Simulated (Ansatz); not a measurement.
## Geometry relaxation of C (part 2 of 3)

Continued. System: C (P6₃/mmc, 4 atoms in the cell). Method: DFT PBE, scalar-relativistic, plane waves, PAW, no spin polarisation (Ansatz 0.2.0); cutoff 420 eV, 18×18×6 k-mesh, Gaussian smearing of 0.1 eV. The structure derives from a Materials Project entry.

Geometry of the input (Å; fractional positions):
```
2.4673  0.0000  0.0000
-1.2336  2.1367  0.0000
0.0000  0.0000  7.8031
C  0.0000  0.0000  0.2500
C  0.0000  0.0000  0.7500
C  0.3333  0.6667  0.2500
C  0.6667  0.3333  0.7500
```

Output, continued:
```
relax step   8: F+E_penalty+E_count = -1003.77253759 eV  Δ(F+E_penalty+E_count) = -3.579e-3 eV  max|allowed force component| = 3.053e-16 eV/Å  Δτ_max = 0.0000 Å  P = +0.051 GPa  Ω = 43.048 Å³  stress off target by 1.64e-1 GPa  SCF on the basis re-selected at this cell (its energy is not comparable with the rows above)  (6 SCF iters)
basis re-selected at this cell: Δ(F+E_penalty+E_count) = -3.579e-3 eV, ΔP = +0.054 GPa vs the last step (what re-selecting the basis moved, of the pressure what is left beyond the Pulay correction that the steps carried, after the strain that the cell walked since its last selection, with what the two solves' SCF thresholds leave and, on support functions, any second-order correction that the steps lacked; it is no measure of the basis error at this ecutwfc). The dense FFT grid was sized anew with the basis: this SCF ran on 18×18×60 points, the steps before it on 18×18×54, so part of this shift can come from that change (see relax.cell in the input reference). This SCF's stress stands 1.64e-1 GPa from its target on what of the cell is left free (relax.cell.stress_tol is 5.00e-2 GPa) and its largest allowed force component is 3.05e-16 eV/Å (relax.f_tol is 5.00e-3 eV/Å): not within both, so this SCF does not close the relaxation
Crystal: 4 atoms, lattice volume = 43.507 Å³
Basis set: ecut = 420 eV, 837 PW (Γ), exchange–correlation on 36×36×120 points (8 copies of the dense FFT grid, shifted against one another)
iter 1 solved again at ethr=9.50e-6 eV; its pass at ethr=3.10e-3 eV (dr2=1.52e-3 eV) is discarded
SCF iter   1: F=—  HF=-1003.771802 eV  |F-HF|=—  |Δ(HF+E_count)|=         —  Δρ=1.30e-3  dr2=1.17e-3  ethr=9.50e-6  ⟨swp⟩=2.6  Hψ=14114  notcnv=0
preconditioner: auto → LDOS  [metal: Δε(μ)=0.001 eV  Ē_g=15.342 eV  σ=0.100 eV  W_gap=0.01  n_scr=6 (ndim 8)  ℏωp=22.5 eV  f_vac=0.213  D(μ)=0.19/eV (n_scr^D=2)  β→1.0]
SCF iter   2: F=—  HF=-1003.771437 eV  |F-HF|=—  |Δ(HF+E_count)|=   3.65e-4  Δρ=5.91e-4  dr2=1.64e-4  ethr=7.33e-6  ⟨swp⟩=2.0  Hψ=2947  notcnv=0
SCF iter   3: F=—  HF=-1003.771364 eV  |F-HF|=—  |Δ(HF+E_count)|=   7.24e-5  Δρ=8.19e-5  dr2=2.46e-6  ethr=1.03e-6  ⟨swp⟩=2.2  Hψ=2947  notcnv=0
SCF iter   4: F=—  HF=-1003.771370 eV  |F-HF|=—  |Δ(HF+E_count)|=   5.95e-6  Δρ=6.54e-5  dr2=1.59e-6  ethr=1.54e-8  ⟨swp⟩=2.0  Hψ=2967  notcnv=0
SCF iter   5: F=-1003.771370 eV  HF=-1003.771370 eV  |F-HF|=2.69e-8  |Δ(HF+E_count)|=   3.81e-7  Δρ=1.10e-5  dr2=4.33e-8  ethr=4.18e-10  ⟨swp⟩=7.7  Hψ=13043  notcnv=0
SCF 9 converged in 5 iterations: F = -1003.771370 eV  dr2 = 4.33e-8
relax step   9: F+E_penalty+E_count = -1003.77136993 eV  Δ(F+E_penalty+E_count) = +1.168e-3 eV  max|allowed force component| = 2.729e-16 eV/Å  Δτ_max = 0.0000 Å  P = +0.026 GPa  Ω = 43.507 Å³  energy of the carried Pulay correction = -1.487e-3 eV  (5 SCF iters, dr2 threshold 6.68e-8 eV, accepted)
Crystal: 4 atoms, lattice volume = 43.765 Å³
iter 1 solved again at ethr=3.28e-6 eV; its pass at ethr=3.10e-3 eV (dr2=5.24e-4 eV) is discarded
SCF iter   1: F=—  HF=-1003.770667 eV  |F-HF|=—  |Δ(HF+E_count)|=         —  Δρ=7.26e-4  dr2=3.70e-4  ethr=3.28e-6  ⟨swp⟩=2.5  Hψ=13796  notcnv=0
preconditioner: auto → LDOS  [metal: Δε(μ)=0.001 eV  Ē_g=15.339 eV  σ=0.100 eV  W_gap=0.00  n_scr=6 (ndim 8)  ℏωp=22.5 eV  f_vac=0.216  D(μ)=0.20/eV (n_scr^D=2)  β→1.0]
SCF iter   2: F=—  HF=-1003.770550 eV  |F-HF|=—  |Δ(HF+E_count)|=   1.17e-4  Δρ=3.30e-4  dr2=5.17e-5  ethr=2.31e-6  ⟨swp⟩=2.0  Hψ=2957  notcnv=0
SCF iter   3: F=—  HF=-1003.770537 eV  |F-HF|=—  |Δ(HF+E_count)|=   1.36e-5  Δρ=3.83e-5  dr2=5.35e-7  ethr=3.23e-7  ⟨swp⟩=2.1  Hψ=2957  notcnv=0
SCF iter   4: F=—  HF=-1003.770538 eV  |F-HF|=—  |Δ(HF+E_count)|=   1.11e-6  Δρ=3.28e-5  dr2=4.03e-7  ethr=3.34e-9  ⟨swp⟩=2.0  Hψ=2963  notcnv=0
SCF iter   5: F=-1003.770538 eV  HF=-1003.770538 eV  |F-HF|=4.21e-10  |Δ(HF+E_count)|=   1.02e-7  Δρ=1.65e-6  dr2=6.25e-10  ethr=5.36e-11  ⟨swp⟩=6.8  Hψ=11486  notcnv=0
SCF 10 converged in 5 iterations: F = -1003.770538 eV  dr2 = 6.25e-10
relax step  10: F+E_penalty+E_count = -1003.77053772 eV  Δ(F+E_penalty+E_count) = +8.322e-4 eV  max|allowed force component| = 3.608e-16 eV/Å  Δτ_max = 0.0000 Å  P = -0.001 GPa  Ω = 43.765 Å³  energy of the carried Pulay correction = -2.365e-3 eV  (5 SCF iters, dr2 threshold 8.58e-9 eV, accepted)
iter 1 solved again at ethr=8.52e-8 eV; its pass at ethr=3.10e-3 eV (dr2=1.36e-5 eV) is discarded
SCF iter   1: F=—  HF=-1003.773109 eV  |F-HF|=—  |Δ(HF+E_count)|=         —  Δρ=1.20e-4  dr2=9.12e-7  ethr=8.52e-8  ⟨swp⟩=3.7  Hψ=15743  notcnv=0
preconditioner: auto → LDOS  [metal: Δε(μ)=0.001 eV  Ē_g=15.349 eV  σ=0.100 eV  W_gap=0.01  n_scr=6 (ndim 8)  ℏωp=22.5 eV  f_vac=0.213  D(μ)=0.20/eV (n_scr^D=2)  β→1.0]
SCF iter   2: F=—  HF=-1003.773122 eV  |F-HF|=—  |Δ(HF+E_count)|=   1.28e-5  Δρ=1.35e-5  dr2=6.67e-8  ethr=5.70e-9  ⟨swp⟩=2.0  Hψ=2966  notcnv=0
SCF iter   3: F=—  HF=-1003.773122 eV  |F-HF|=—  |Δ(HF+E_count)|=   9.16e-9  Δρ=2.91e-6  dr2=3.06e-9  ethr=4.17e-10  ⟨swp⟩=2.0  Hψ=2952  notcnv=0
SCF iter   4: F=—  HF=-1003.773122 eV  |F-HF|=—  |Δ(HF+E_count)|=  1.40e-10  Δρ=1.04e-6  dr2=3.96e-10  ethr=1.91e-11  ⟨swp⟩=2.0  Hψ=2930  notcnv=0
SCF iter   5: F=-1003.773122 eV  HF=-1003.773122 eV  |F-HF|=1.71e-11  |Δ(HF+E_count)|=  9.98e-11  Δρ=1.28e-7  dr2=2.16e-12  ethr=1.00e-12  ⟨swp⟩=5.3  Hψ=9534  notcnv=0
SCF 11 converged in 5 iterations: F = -1003.773122 eV  dr2 = 2.16e-12
relax step  11: F+E_penalty+E_count = -1003.77312199 eV  Δ(F+E_penalty+E_count) = -2.584e-3 eV  max|allowed force component| = 3.423e-16 eV/Å  Δτ_max = 0.0000 Å  P = +0.023 GPa  Ω = 43.765 Å³  stress off target by 1.03e-1 GPa  SCF on the basis re-selected at this cell (its energy is not comparable with the rows above)  (5 SCF iters)
basis re-selected at this cell: Δ(F+E_penalty+E_count) = -2.584e-3 eV, ΔP = +0.024 GPa vs the last step (what re-selecting the basis moved, of the pressure what is left beyond the Pulay correction that the steps carried, after the strain that the cell walked since its last selection, with what the two solves' SCF thresholds leave and, on support functions, any second-order correction that the steps lacked; it is no measure of the basis error at this ecutwfc). This SCF's stress stands 1.03e-1 GPa from its target on what of the cell is left free (relax.cell.stress_tol is 5.00e-2 GPa) and its largest allowed force component is 3.42e-16 eV/Å (relax.f_tol is 5.00e-3 eV/Å): not within both, so this SCF does not close the relaxation
Crystal: 4 atoms, lattice volume = 44.098 Å³
iter 1 solved again at ethr=5.37e-6 eV; its pass at ethr=3.10e-3 eV (dr2=8.59e-4 eV) is discarded
SCF iter   1: F=—  HF=-1003.772427 eV  |F-HF|=—  |Δ(HF+E_count)|=         —  Δρ=9.21e-4  dr2=6.02e-4  ethr=5.37e-6  ⟨swp⟩=2.5  Hψ=13933  notcnv=0
preconditioner: auto → LDOS  [metal: Δε(μ)=0.001 eV  Ē_g=15.324 eV  σ=0.100 eV  W_gap=0.01  n_scr=6 (ndim 8)  ℏωp=22.4 eV  f_vac=0.223  D(μ)=0.20/eV (n_scr^D=2)  β→1.0]
SCF iter   2: F=—  HF=-1003.772236 eV  |F-HF|=—  |Δ(HF+E_count)|=   1.91e-4  Δρ=4.20e-4  dr2=8.43e-5  ethr=3.76e-6  ⟨swp⟩=2.0  Hψ=2956  notcnv=0
SCF iter   3: F=—  HF=-1003.772214 eV  |F-HF|=—  |Δ(HF+E_count)|=   2.19e-5  Δρ=5.36e-5  dr2=1.06e-6  ethr=5.27e-7  ⟨swp⟩=2.1  Hψ=2940  notcnv=0
SCF iter   4: F=—  HF=-1003.772216 eV  |F-HF|=—  |Δ(HF+E_count)|=   1.96e-6  Δρ=4.37e-5  dr2=7.19e-7  ethr=6.64e-9  ⟨swp⟩=2.0  Hψ=2963  notcnv=0
SCF iter   5: F=-1003.772216 eV  HF=-1003.772216 eV  |F-HF|=5.21e-10  |Δ(HF+E_count)|=   1.80e-7  Δρ=2.88e-6  dr2=2.27e-9  ethr=1.67e-10  ⟨swp⟩=6.7  Hψ=11643  notcnv=0
SCF 12 converged in 5 iterations: F = -1003.772216 eV  dr2 = 2.27e-9
relax step  12: F+E_penalty+E_count = -1003.77221587 eV  Δ(F+E_penalty+E_count) = +9.061e-4 eV  max|allowed force component| = 5.551e-16 eV/Å  Δτ_max = 0.0000 Å  P = +0.010 GPa  Ω = 44.098 Å³  energy of the carried Pulay correction = -1.052e-3 eV  (5 SCF iters, dr2 threshold 2.68e-8 eV, accepted)
Crystal: 4 atoms, lattice volume = 44.278 Å³
Basis set: ecut = 420 eV, 839 PW (Γ), exchange–correlation on 36×36×120 points (8 copies of the dense FFT grid, shifted against one another)
iter 1 solved again at ethr=1.55e-6 eV; its pass at ethr=3.10e-3 eV (dr2=2.47e-4 eV) is discarded
SCF iter   1: F=—  HF=-1003.771693 eV  |F-HF|=—  |Δ(HF+E_count)|=         —  Δρ=4.94e-4  dr2=1.74e-4  ethr=1.55e-6  ⟨swp⟩=2.5  Hψ=13639  notcnv=0
preconditioner: auto → LDOS  [metal: Δε(μ)=0.001 eV  Ē_g=15.323 eV  σ=0.100 eV  W_gap=0.01  n_scr=6 (ndim 8)  ℏωp=22.3 eV  f_vac=0.224  D(μ)=0.20/eV (n_scr^D=2)  β→1.0]
SCF iter   2: F=—  HF=-1003.771637 eV  |F-HF|=—  |Δ(HF+E_count)|=   5.64e-5  Δρ=2.25e-4  dr2=2.43e-5  ethr=1.09e-6  ⟨swp⟩=2.0  Hψ=2957  notcnv=0
SCF iter   3: F=—  HF=-1003.771645 eV  |F-HF|=—  |Δ(HF+E_count)|=   7.98e-6  Δρ=2.67e-5  dr2=2.66e-7  ethr=1.52e-7  ⟨swp⟩=2.1  Hψ=2952  notcnv=0
SCF iter   4: F=—  HF=-1003.771648 eV  |F-HF|=—  |Δ(HF+E_count)|=   2.99e-6  Δρ=2.22e-5  dr2=1.87e-7  ethr=1.66e-9  ⟨swp⟩=2.0  Hψ=2963  notcnv=0
SCF iter   5: F=—  HF=-1003.771648 eV  |F-HF|=—  |Δ(HF+E_count)|=   4.75e-8  Δρ=1.04e-6  dr2=2.18e-10  ethr=1.17e-9  ⟨swp⟩=2.3  Hψ=2814  notcnv=0
SCF iter   6: F=-1003.771648 eV  HF=-1003.771648 eV  |F-HF|=8.07e-12  |Δ(HF+E_count)|=  7.67e-10  Δρ=1.40e-7  dr2=1.97e-12  ethr=1.00e-12  ⟨swp⟩=6.8  Hψ=8631  notcnv=0
SCF 13 converged in 6 iterations: F = -1003.771648 eV  dr2 = 1.97e-12
relax step  13: F+E_penalty+E_count = -1003.77164761 eV  Δ(F+E_penalty+E_count) = +5.683e-4 eV  max|allowed force component| = 3.007e-16 eV/Å  Δτ_max = 0.0000 Å  P = +0.000 GPa  Ω = 44.278 Å³  energy of the carried Pulay correction = -1.640e-3 eV  (6 SCF iters, accepted)
iter 1 solved again at ethr=8.06e-8 eV; its pass at ethr=3.10e-3 eV (dr2=1.29e-5 eV) is discarded
SCF iter   1: F=—  HF=-1003.773353 eV  |F-HF|=—  |Δ(HF+E_count)|=         —  Δρ=8.12e-5  dr2=4.15e-7  ethr=8.06e-8  ⟨swp⟩=3.7  Hψ=15773  notcnv=0
preconditioner: auto → LDOS  [metal: Δε(μ)=0.001 eV  Ē_g=15.330 eV  σ=0.100 eV  W_gap=0.00  n_scr=6 (ndim 8)  ℏωp=22.3 eV  f_vac=0.223  D(μ)=0.20/eV (n_scr^D=2)  β→1.0]
SCF iter   2: F=—  HF=-1003.773376 eV  |F-HF|=—  |Δ(HF+E_count)|=   2.36e-5  Δρ=9.00e-6  dr2=2.89e-8  ethr=2.59e-9  ⟨swp⟩=2.0  Hψ=2977  notcnv=0
SCF iter   3: F=—  HF=-1003.773376 eV  |F-HF|=—  |Δ(HF+E_count)|=   1.32e-9  Δρ=2.18e-6  dr2=1.79e-9  ethr=1.81e-10  ⟨swp⟩=2.0  Hψ=2968  notcnv=0
SCF iter   4: F=—  HF=-1003.773376 eV  |F-HF|=—  |Δ(HF+E_count)|=  1.26e-10  Δρ=9.59e-7  dr2=3.44e-10  ethr=1.12e-11  ⟨swp⟩=2.0  Hψ=2954  notcnv=0
SCF iter   5: F=-1003.773376 eV  HF=-1003.773376 eV  |F-HF|=1.36e-11  |Δ(HF+E_count)|=  8.61e-11  Δρ=1.10e-7  dr2=2.32e-12  ethr=1.00e-12  ⟨swp⟩=4.6  Hψ=9373  notcnv=0
SCF 14 converged in 5 iterations: F = -1003.773376 eV  dr2 = 2.32e-12
relax step  14: F+E_penalty+E_count = -1003.77337647 eV  Δ(F+E_penalty+E_count) = -1.729e-3 eV  max|allowed force component| = 2.914e-16 eV/Å  Δτ_max = 0.0000 Å  P = +0.015 GPa  Ω = 44.278 Å³  stress off target by 6.76e-2 GPa  SCF on the basis re-selected at this cell (its energy is not comparable with the rows above)  (5 SCF iters)
basis re-selected at this cell: Δ(F+E_penalty+E_count) = -1.729e-3 eV, ΔP = +0.015 GPa vs the last step (what re-selecting the basis moved, of the pressure what is left beyond the Pulay correction that the steps carried, after the strain that the cell walked since its last selection, with what the two solves' SCF thresholds leave and, on support functions, any second-order correction that the steps lacked; it is no measure of the basis error at this ecutwfc). This SCF's stress stands 6.76e-2 GPa from its target on what of the cell is left free (relax.cell.stress_tol is 5.00e-2 GPa) and its largest allowed force component is 2.91e-16 eV/Å (relax.f_tol is 5.00e-3 eV/Å): not within both, so this SCF does not close the relaxation
Crystal: 4 atoms, lattice volume = 44.602 Å³
iter 1 solved again at ethr=5.04e-6 eV; its pass at ethr=3.10e-3 eV (dr2=8.06e-4 eV) is discarded
SCF iter   1: F=—  HF=-1003.772630 eV  |F-HF|=—  |Δ(HF+E_count)|=         —  Δρ=8.83e-4  dr2=5.64e-4  ethr=5.04e-6  ⟨swp⟩=2.5  Hψ=13847  notcnv=0
preconditioner: auto → LDOS  [metal: Δε(μ)=0.001 eV  Ē_g=15.306 eV  σ=0.100 eV  W_gap=0.00  n_scr=6 (ndim 8)  ℏωp=22.2 eV  f_vac=0.240  D(μ)=0.20/eV (n_scr^D=2)  β→1.0]
SCF iter   2: F=—  HF=-1003.772448 eV  |F-HF|=—  |Δ(HF+E_count)|=   1.82e-4  Δρ=4.03e-4  dr2=7.90e-5  ethr=3.53e-6  ⟨swp⟩=2.0  Hψ=2958  notcnv=0
SCF iter   3: F=—  HF=-1003.772436 eV  |F-HF|=—  |Δ(HF+E_count)|=   1.13e-5  Δρ=4.80e-5  dr2=8.53e-7  ethr=4.93e-7  ⟨swp⟩=2.1  Hψ=2954  notcnv=0
SCF iter   4: F=—  HF=-1003.772437 eV  |F-HF|=—  |Δ(HF+E_count)|=   9.05e-7  Δρ=3.95e-5  dr2=5.94e-7  ethr=5.33e-9  ⟨swp⟩=2.0  Hψ=2963  notcnv=0
SCF iter   5: F=-1003.772437 eV  HF=-1003.772437 eV  |F-HF|=6.85e-10  |Δ(HF+E_count)|=   1.49e-7  Δρ=1.87e-6  dr2=6.99e-10  ethr=7.15e-11  ⟨swp⟩=7.0  Hψ=11614  notcnv=0
SCF 15 converged in 5 iterations: F = -1003.772437 eV  dr2 = 6.99e-10
relax step  15: F+E_penalty+E_count = -1003.77243713 eV  Δ(F+E_penalty+E_count) = +9.393e-4 eV  max|allowed force component| = 8.882e-16 eV/Å  Δτ_max = 0.0000 Å  P = +0.002 GPa  Ω = 44.602 Å³  energy of the carried Pulay correction = -1.015e-3 eV  (5 SCF iters, dr2 threshold 1.14e-8 eV, accepted)
iter 1 solved again at ethr=8.80e-8 eV; its pass at ethr=3.10e-3 eV (dr2=1.41e-5 eV) is discarded
SCF iter   1: F=—  HF=-1003.773485 eV  |F-HF|=—  |Δ(HF+E_count)|=         —  Δρ=5.06e-5  dr2=1.66e-7  ethr=8.80e-8  ⟨swp⟩=3.6  Hψ=15757  notcnv=0
preconditioner: auto → LDOS  [metal: Δε(μ)=0.000 eV  Ē_g=15.319 eV  σ=0.100 eV  W_gap=0.00  n_scr=6 (ndim 8)  ℏωp=22.2 eV  f_vac=0.236  D(μ)=0.21/eV (n_scr^D=2)  β→1.0]
SCF iter   2: F=—  HF=-1003.773510 eV  |F-HF|=—  |Δ(HF+E_count)|=   2.46e-5  Δρ=5.77e-6  dr2=1.23e-8  ethr=1.04e-9  ⟨swp⟩=2.3  Hψ=3041  notcnv=0
SCF iter   3: F=—  HF=-1003.773510 eV  |F-HF|=—  |Δ(HF+E_count)|=   6.32e-9  Δρ=1.08e-6  dr2=4.06e-10  ethr=7.71e-11  ⟨swp⟩=2.1  Hψ=2961  notcnv=0
SCF iter   4: F=-1003.773510 eV  HF=-1003.773510 eV  |F-HF|=3.98e-12  |Δ(HF+E_count)|=  3.93e-10  Δρ=1.73e-7  dr2=8.99e-12  ethr=1.00e-12  ⟨swp⟩=7.7  Hψ=9827  notcnv=0
SCF 16 converged in 4 iterations: F = -1003.773510 eV  dr2 = 8.99e-12
relax step  16: F+E_penalty+E_count = -1003.77350981 eV  Δ(F+E_penalty+E_count) = -1.073e-3 eV  max|allowed force component| = 7.494e-16 eV/Å  Δτ_max = 0.0000 Å  P = +0.011 GPa  Ω = 44.602 Å³  stress off target by 4.98e-2 GPa  SCF on the basis re-selected at this cell (its energy is not comparable with the rows above)  (4 SCF iters)
```

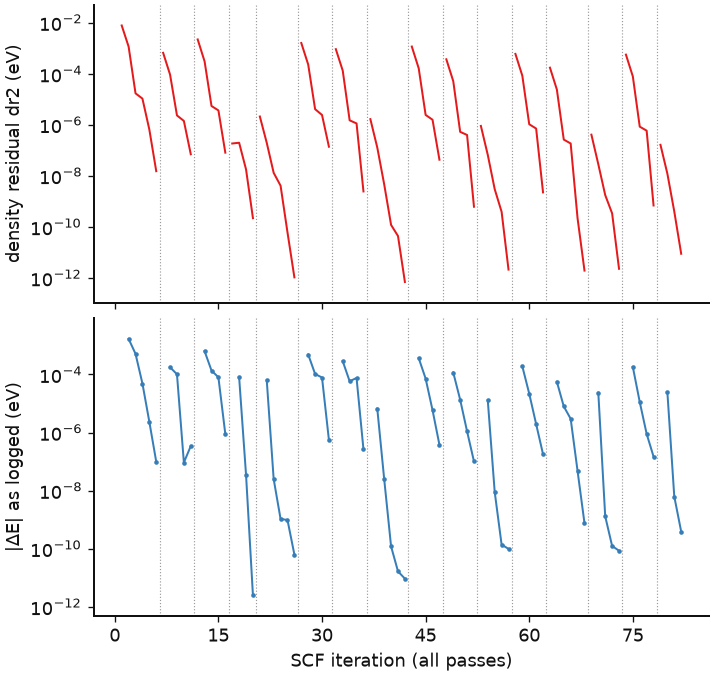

*Convergence of the self-consistent field: density residual dr2 and size of the energy change against the SCF iteration. The dotted lines part the SCF passes of the relaxation: geometry steps, rejected trials and re-solves on a re-selected basis.*

The 16 passes take 4 to 6 iterations each, 82 in all.

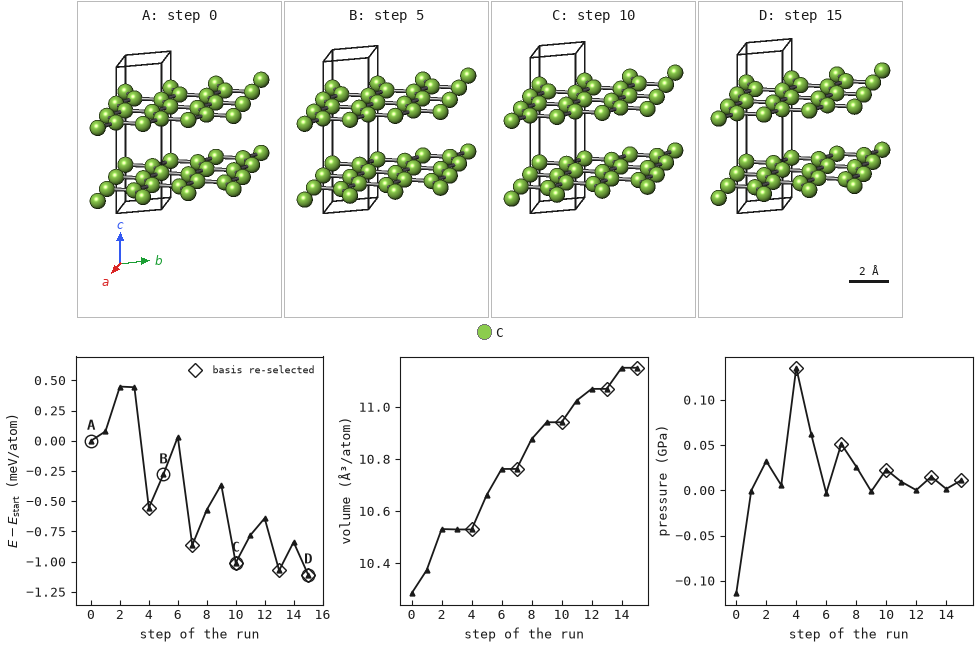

*Frames of the relaxation (ball-and-stick view of the cell of the calculation, repeated 3 × 3 × 1, seen slightly off an axis) above the curves, on which the letters mark them (the first geometry is step 0 here and step 1 in the log).*
